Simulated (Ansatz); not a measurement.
# Geometry relaxation, with input and output: ZnO (part 2 of 2)

The same run, continued: ZnO (8 atoms in the cell); DFT PBE, scalar-relativistic, plane waves, PAW, no spin polarisation (Ansatz 0.2.0); cutoff 420 eV, 6×6×8 k-mesh, Gaussian smearing of 0.05 eV. The structure derives from a Materials Project entry. It belongs to a series of runs on one base structure; here: mode 4 (52.9 1/cm) frozen in at 0.15 A; cell and atoms relaxed.

Geometry of the input (Å; fractional positions):
```
5.6085  0.0000  0.0000
0.0000  5.6085  0.0000
0.0000  0.0000  3.2791
Zn 0.2006  0.1628  0.5000
Zn 0.7994  0.8372  0.5000
Zn 0.7006  0.3372  0.0000
Zn 0.2994  0.6628  0.0000
O  0.8342  0.1973  0.5000
O  0.1658  0.8027  0.5000
O  0.6658  0.6973  0.0000
O  0.3342  0.3027  0.0000
```

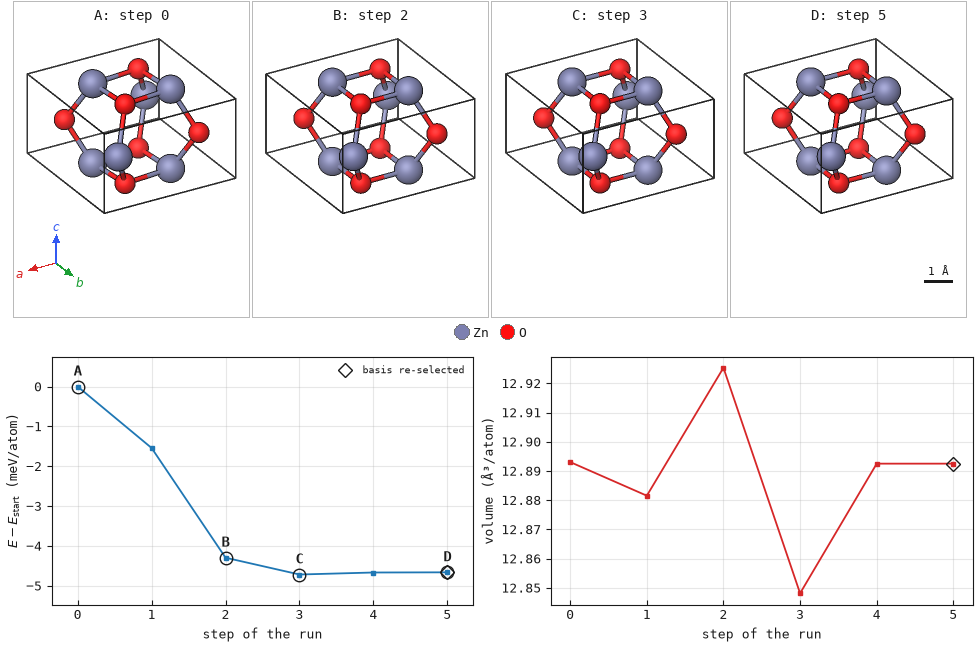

Figure 1. Frames of the relaxation (ball-and-stick view of the cell of the calculation, seen at an oblique angle) above the curves, on which the letters mark them (the first geometry is step 0 here and step 1 in the log).

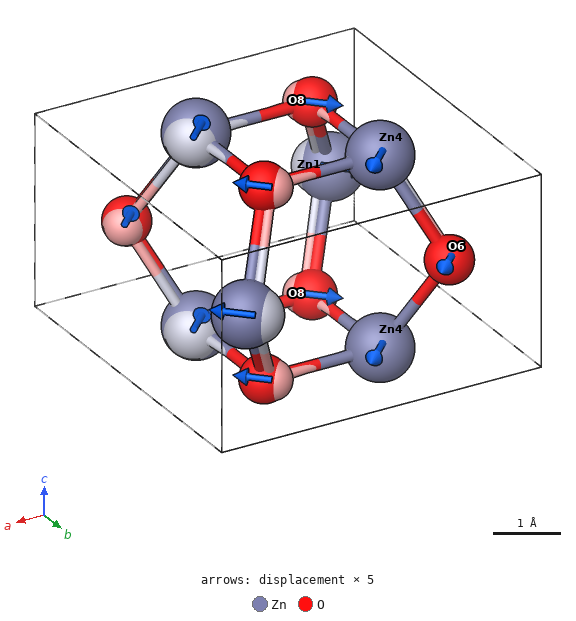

Figure 2. Start (faint) and end (solid) with the displacements as blue arrows, magnified 5 times (ball-and-stick view of the cell of the calculation, seen at an oblique angle). Over 4 geometry steps the energy falls by 4.7 meV per atom. The largest force component goes from 0.11 to 0.0015 eV/Å. Pressure: −0.65 GPa at the start and 0.01 GPa at the end. The largest moves relative to the cell, 0.15 Å, are those of Zn1, Zn2, Zn3 and Zn4. Largest moves by element: Zn 0.15 Å, O 0.13 Å. The drawn cell changes at constant volume: a 5.608 → 5.607 Å (0.0 %), b 5.608 → 5.610 Å (0.0 %), c stays at 3.279 Å. Among the contacts that change: Zn1–O5 2.064 → 2.038 Å, Zn1–O6 2.029 → 2.037 Å. Among the angles that change: O6–Zn4–O7 110.0° → 112.9°, O6–Zn4–O8 115.7° → 113.0°. The space group (tolerance 0.01 Å) goes from Pnnm (No. 58) to P4_2/mnm (No. 136). A last SCF at the same geometry on a re-selected plane-wave basis shifts the energy by +0.0 meV per atom. (Atoms are counted from 1 in the order of the input.)

```
basis re-selected at this cell: Δ(F+E_penalty+E_count) = +3.602e-5 eV, ΔP = +0.000 GPa vs the last step (what re-selecting the basis moved, of the pressure what is left beyond the Pulay correction that the steps carried, after the strain that the cell walked since its last selection, with what the two solves' SCF thresholds leave and, on support functions, any second-order correction that the steps lacked; it is no measure of the basis error at this ecutwfc). This SCF's stress stands 1.95e-2 GPa from its target on what of the cell is left free (relax.cell.stress_tol is 8.00e-2 GPa) and its largest allowed force component is 1.48e-3 eV/Å (relax.f_tol is 8.00e-3 eV/Å): within both
SCF converged after 7 iterations
Free energy (F): -15547.205126 eV
Harris-Foulkes:  -15547.205126 eV  (|F-HF|=1.64e-11)
Internal energy: -15547.205126 eV  (E = F + TS)
E sigma→0 (E₀):  -15547.205126 eV
Fermi energy:    6.616056 eV
--- Per-component energies (eV) ---
  E_band       = 64.157750
  E_kinetic    = 1219.890075
  E_local      = -8445.191685  (includes V_loc(G=0)·N_el)
  E_nonlocal   = 2670.385736
  E_hartree    = 3478.164353
  E_xc         = -838.410360
  E_vxc        = -577.612286  (∫ρ·V_xc dr)
  E_paw        = -7961.220769  (= ΣΔE_a)
  E_vpaw       = -1759.651180  (= ΣTr[D̂ρ^β])
  E_aug_tail   = 0.008256  (compensation charges beyond the density's cutoff)
  E_ewald      = -5670.830732
  E_smearing   = -0.000000  (= −TS)
  E_closure    = -0.000000  (closes the sum)
  Σ components = -15547.205126   (vs F -15547.205126, Δ=0.00e0)
--- Forces (eV/Å), atoms counted from 1 ---
  atom   1  Zn    -0.00100150     0.00114455     0.00000000
  atom   2  Zn     0.00100150    -0.00114455    -0.00000000
  atom   3  Zn    -0.00100150    -0.00114455     0.00000000
  atom   4  Zn     0.00100150     0.00114455    -0.00000000
  atom   5  O      0.00048540     0.00148115    -0.00000000
  atom   6  O     -0.00048540    -0.00148115     0.00000000
  atom   7  O     -0.00048540     0.00148115     0.00000000
  atom   8  O      0.00048540    -0.00148115    -0.00000000
  max |Σ_I F_I| component: 1.30e-18 eV/Å
--- Stress (GPa, compression-positive) ---
        0.019542      -0.000000       0.000000
       -0.000000       0.012781       0.000000
        0.000000       0.000000      -0.000231
  P = ⅓ Tr σ = 0.0107 GPa (0.107 kbar)
--- Band table (eV; the first three rows and the last of 80) ---
  k-point 0: bands = ["-11.5861", "-10.9270", "-10.9267", "-10.8501", "0.1576", "0.3262", "0.4455", "0.6808", "0.6821", "0.8572", "0.8594", "0.9245", "1.2780", "1.4113", "1.4131", "1.5193", "1.5794", "1.6291", "1.6774", "1.8528", "1.8533", "1.9068", "2.0448", "2.0453", "2.1946", "2.6198", "2.8892", "2.8946", "4.0374", "5.0433", "5.4220", "5.4249", "5.8016", "6.0515", "6.0522", "6.2366", "6.9956", "11.3671", "11.3710", "13.1712", "13.4852", "14.6155", "14.8155", "16.3421"]
  k-point 1: bands = ["-11.5285", "-10.8977", "-10.8974", "-10.8463", "0.3044", "0.3267", "0.4515", "0.7422", "0.7435", "0.8467", "0.8491", "0.9445", "1.3144", "1.4290", "1.4306", "1.4947", "1.5488", "1.5721", "1.6544", "1.7944", "1.8475", "1.8479", "2.0500", "2.0505", "2.5588", "2.6070", "2.9181", "2.9234", "3.6274", "4.8742", "5.1015", "5.1043", "5.5512", "5.7338", "5.9571", "5.9575", "7.8304", "11.7866", "11.7900", "13.5122", "13.6811", "14.5023", "14.6868", "16.3245"]
  k-point 2: bands = ["-11.3748", "-10.8485", "-10.8257", "-10.8255", "0.2422", "0.6214", "0.6503", "0.7841", "0.7855", "0.9265", "0.9289", "0.9935", "1.2844", "1.4067", "1.5246", "1.5257", "1.5989", "1.6050", "1.6155", "1.7276", "1.8447", "1.8450", "2.0333", "2.0341", "2.5101", "2.8630", "2.9179", "2.9224", "3.1697", "4.2542", "4.5331", "4.5364", "4.8386", "5.5150", "5.6787", "5.6794", "9.0805", "12.7355", "12.7377", "13.6169", "14.1137", "14.3391", "14.4982", "16.1633"]
  k-point 79: bands = ["-10.9691", "-10.9691", "-10.7384", "-10.7384", "0.3422", "0.3422", "0.4642", "0.4642", "0.9477", "0.9477", "1.0513", "1.0513", "1.1045", "1.1045", "1.1678", "1.1678", "1.8598", "1.8598", "1.8979", "1.8979", "1.9673", "1.9673", "2.0831", "2.0831", "2.4064", "2.4064", "2.7472", "2.7472", "4.1878", "4.1878", "4.8901", "4.8901", "4.9273", "4.9273", "4.9776", "4.9776", "11.7942", "11.7942", "12.0738", "12.0738", "13.9554", "13.9554", "14.6258", "14.6258"]
--- Relaxed structure (5 steps of the walk, 5 accepted, 1 SCFs on fresh bases) ---
  F+E_penalty+E_count = -15547.20512635 eV   max|allowed force component| = 1.481e-3 eV/Å   (the final SCF, on the basis selected at the relaxed cell)
  cell:  # Å, volume = 103.1400 Å³
    - [5.60668966350661, 5.067091530591059e-33, -1.589220165307076e-32]
    - [5.067091530591059e-33, 5.609974409558966, -3.915479819093091e-33]
    - [-9.157074262186348e-33, -2.289276453020761e-33, 3.2791379312054043]
  atoms:
    - { symbol: Zn, position: [0.18176747810582639, 0.18160118418823373, 0.5] }
    - { symbol: Zn, position: [0.8182325218941734, 0.8183988158117664, 0.5] }
    - { symbol: Zn, position: [0.6817674781058265, 0.3183988158117663, -5.688183115475952e-35] }
    - { symbol: Zn, position: [0.3182325218941736, 0.6816011841882338, 1.652649195874102e-35] }
    - { symbol: O, position: [0.8183449214063735, 0.18147217776638364, 0.5] }
    - { symbol: O, position: [0.18165507859362673, 0.8185278222336165, 0.5] }
    - { symbol: O, position: [0.6816550785936267, 0.6814721777663837, -4.386663009518107e-34] }
    - { symbol: O, position: [0.31834492140637327, 0.3185278222336164, 5.0105831380043185e-34] }
```

Trajectory as extended XYZ (Å, eV, eV/Å), 6 frames, from step=1 to step=6
```
8
Lattice="5.6085 0.0000 0.0000 0.0000 5.6085 0.0000 0.0000 0.0000 3.2791" Properties=species:S:1:pos:R:3:forces:R:3 step=1 energy=-15547.16783 pressure_GPa=-0.65
Zn    1.1250    0.9129    1.6396   -0.1122   0.0336   0.0000
Zn    4.4835    4.6956    1.6396    0.1122  -0.0336   0.0000
Zn    3.9292    1.8914    0.0000   -0.1122  -0.0336   0.0000
Zn    1.6792    3.7171    0.0000    0.1122   0.0336   0.0000
O     4.6784    1.1066    1.6396    0.0139  -0.0597   0.0000
O     0.9301    4.5018    1.6396   -0.0139   0.0597   0.0000
O     3.7343    3.9109    0.0000   -0.0139  -0.0597   0.0000
O     1.8742    1.6976    0.0000    0.0139   0.0597   0.0000
8
Lattice="5.6162 0.0000 0.0000 0.0000 5.5955 0.0000 0.0000 0.0000 3.2793" Properties=species:S:1:pos:R:3:forces:R:3 step=2 energy=-15547.18016 pressure_GPa=-0.34
Zn    1.1087    0.9291    1.6396   -0.0947   0.0387   0.0000
Zn    4.5075    4.6664    1.6396    0.0947  -0.0387   0.0000
Zn    3.9168    1.8687    0.0000   -0.0947  -0.0387   0.0000
Zn    1.6994    3.7268    0.0000    0.0947   0.0387   0.0000
O     4.6707    1.0905    1.6396    0.0177  -0.0339   0.0000
O     0.9454    4.5050    1.6396   -0.0177   0.0339   0.0000
O     3.7535    3.8882    0.0000   -0.0177  -0.0339   0.0000
O     1.8626    1.7073    0.0000    0.0177   0.0339   0.0000
8
Lattice="5.6253 0.0000 0.0000 0.0000 5.6054 0.0000 0.0000 0.0000 3.2793" Properties=species:S:1:pos:R:3:forces:R:3 step=3 energy=-15547.20219 pressure_GPa=-0.30
Zn    1.0362    1.0023    1.6396   -0.0416   0.0131   0.0000
Zn    4.5891    4.6031    1.6396    0.0416  -0.0131   0.0000
Zn    3.8488    1.8004    0.0000   -0.0416  -0.0131   0.0000
Zn    1.7765    3.8050    0.0000    0.0416   0.0131   0.0000
O     4.6114    1.0301    1.6396    0.0483  -0.0113   0.0000
O     1.0139    4.5753    1.6396   -0.0483   0.0113   0.0000
O     3.8265    3.8328    0.0000   -0.0483  -0.0113   0.0000
O     1.7988    1.7726    0.0000    0.0483   0.0113   0.0000
8
Lattice="5.5838 0.0000 0.0000 0.0000 5.6165 0.0000 0.0000 0.0000 3.2774" Properties=species:S:1:pos:R:3:forces:R:3 step=4 energy=-15547.20557 pressure_GPa=0.44
Zn    1.0189    1.0204    1.6387    0.0009  -0.0075   0.0000
Zn    4.5649    4.5961    1.6387   -0.0009   0.0075   0.0000
Zn    3.8109    1.7878    0.0000    0.0009   0.0075   0.0000
Zn    1.7730    3.8286    0.0000   -0.0009  -0.0075   0.0000
O     4.5695    1.0156    1.6387   -0.0210   0.0078   0.0000
O     1.0144    4.6009    1.6387    0.0210  -0.0078   0.0000
O     3.8063    3.8238    0.0000    0.0210   0.0078   0.0000
O     1.7775    1.7926    0.0000   -0.0210  -0.0078   0.0000
8
Lattice="5.6067 0.0000 0.0000 0.0000 5.6100 0.0000 0.0000 0.0000 3.2791" Properties=species:S:1:pos:R:3:forces:R:3 step=5 energy=-15547.20516 pressure_GPa=0.01
Zn    1.0191    1.0188    1.6396   -0.0010   0.0011   0.0000
Zn    4.5876    4.5912    1.6396    0.0010  -0.0011   0.0000
Zn    3.8225    1.7862    0.0000   -0.0010  -0.0011   0.0000
Zn    1.7842    3.8238    0.0000    0.0010   0.0011   0.0000
O     4.5882    1.0181    1.6396    0.0005   0.0015   0.0000
O     1.0185    4.5919    1.6396   -0.0005  -0.0015   0.0000
O     3.8218    3.8230    0.0000   -0.0005   0.0015   0.0000
O     1.7849    1.7869    0.0000    0.0005  -0.0015   0.0000
8
Lattice="5.6067 0.0000 0.0000 0.0000 5.6100 0.0000 0.0000 0.0000 3.2791" Properties=species:S:1:pos:R:3:forces:R:3 step=6 energy=-15547.20513 pressure_GPa=0.01
Zn    1.0191    1.0188    1.6396   -0.0010   0.0011   0.0000
Zn    4.5876    4.5912    1.6396    0.0010  -0.0011   0.0000
Zn    3.8225    1.7862    0.0000   -0.0010  -0.0011   0.0000
Zn    1.7842    3.8238    0.0000    0.0010   0.0011   0.0000
O     4.5882    1.0181    1.6396    0.0005   0.0015   0.0000
O     1.0185    4.5919    1.6396   -0.0005  -0.0015   0.0000
O     3.8218    3.8230    0.0000   -0.0005   0.0015   0.0000
O     1.7849    1.7869    0.0000    0.0005  -0.0015   0.0000
```
